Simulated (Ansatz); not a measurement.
**Si2Ge: density, localisation and related maps**

Input file:

```
crystal:
  lattice:
    - [-1.9635545454, 5.8935557275, 2.7794866083]
    - [1.9635545454, -5.8935557275, 2.7794866083]
    - [1.9635545454, 5.8935557275, -2.7794866083]
  atoms:
    - { symbol: Si, position: [0.2088695405, 0.1288857077, 0.0799838329] }
    - { symbol: Si, position: [0.7911304595, 0.8711142923, 0.9200161671] }
    - { symbol: Si, position: [0.5489018748, 0.1288857077, 0.4200161671] }
    - { symbol: Si, position: [0.4510981252, 0.8711142923, 0.5799838329] }
    - { symbol: Ge, position: [0.1332960374, 0.8832960374, 0.25] }
    - { symbol: Ge, position: [0.8667039626, 0.1167039626, 0.75] }
basis:
  ecutwfc: 420
kpoints:
  mp_grid: { grid: [12, 12, 12] }
  band_path:
    path:
      - [[0.0, 0.0, 0.0], [0.5, -0.5, 0.5], [0.27775052, -0.27775052, 0.72224948]]
      - [[-0.27775052, 0.27775052, 0.27775052], [0.0, 0.0, 0.0], [0.30560507, 0.30560507, -0.30560507]]
      - [[0.69439493, -0.30560507, 0.30560507], [0.5, -0.5, 0.5]]
      - [[0.0, 0.0, 0.0], [0.0, 0.5, 0.0], [0.25, 0.25, 0.25], [0.5, 0.0, 0.0], [0.0, 0.0, 0.0], [0.0, 0.0, 0.5], [0.25, 0.25, 0.25]]
    npoints: 14
hamiltonian:
  xc: pbe
scf:
  occupations: { method: gaussian, width: 0.02 }
  n_extra_bands: 15
output:
  forces: true
  stress: true
  eigenvalues: true
  populations: true
  dos: { projected: true, de: 0.02, nscf_kmesh: { grid: [18, 18, 18] } }
  bader: true
  write_density: true
  write_potential: true
  elf: true
  volumetric_format: npy
```

Command:

```sh
ansatz run input.yaml --threads 1 --pin off --max-ram 2560MiB --backend cpu --events-out ev --progress --plain --runs-dir out
```

Below, planes, directions and counts refer to the conventional cell (a = 3.93 Å, b = 11.79 Å, c = 5.56 Å, α = 90.00°, β = 90.00°, γ = 90.00°).

Space group Imma; a generated structure, not necessarily the stable one.

Method: DFT PBE, scalar-relativistic, plane waves, PAW (Ansatz 0.2.0).

In a PAW calculation such maps are meaningful between the atoms, not at the nuclei.

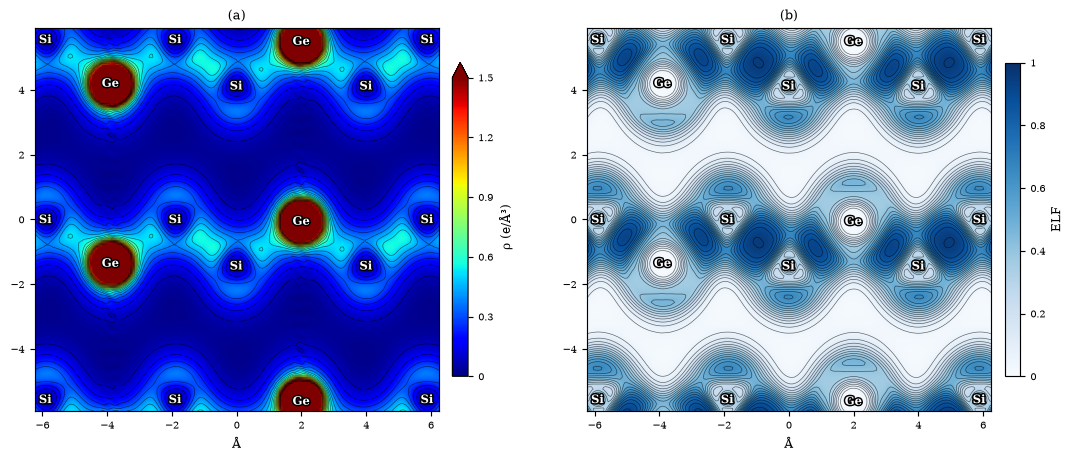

Figure 1. (a) valence electron density; (b) ELF on the (100) plane of the conventional cell.

Question: Describe what can be read from this map.

Answer:
- The section cuts through Si and Ge sites.
- Si–Si (2.37 Å): ρ at the midpoint is about 0.56 e/Å³; the ELF peaks at about 0.95 between the atoms, as expected for a shared electron pair.
- Si–Ge (2.42 Å): ρ at the midpoint is about 0.52 e/Å³; the ELF peaks at about 0.90 between the atoms (localised, covalent bonding).
- Between the atoms the lowest density in this plane is 0.009 e/Å³.

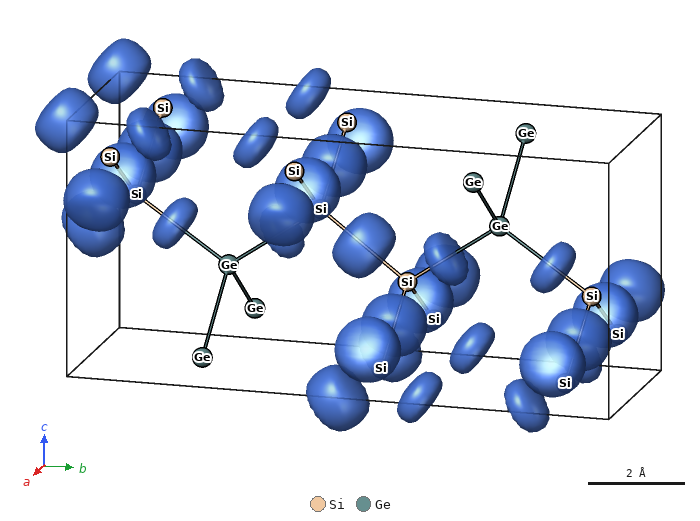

Figure 2. Isosurface of the electron localisation function at 0.8 (blue), seen slightly off an axis. Core shells and regions of very low density are left out. Sticks mark near contacts.

Question: What do the ELF domains correspond to?

Answer: The surface consists of eight regions between bonded Ge–Si atoms (shared pairs) and twelve regions between bonded Si–Si atoms (shared pairs), counted in one cell of 12 atoms. Regions shared between cells count once.

Question: What Bader charges does the calculation give?

Answer: Electrons move from Si towards Ge. Bader charges: Si +0.06 and Ge −0.13 e.

Question: Metal or insulator at this level of theory?

Answer: It is gapped, with a Kohn–Sham gap of 0.49 eV on the k-point mesh, an upper bound to the gap of this method.
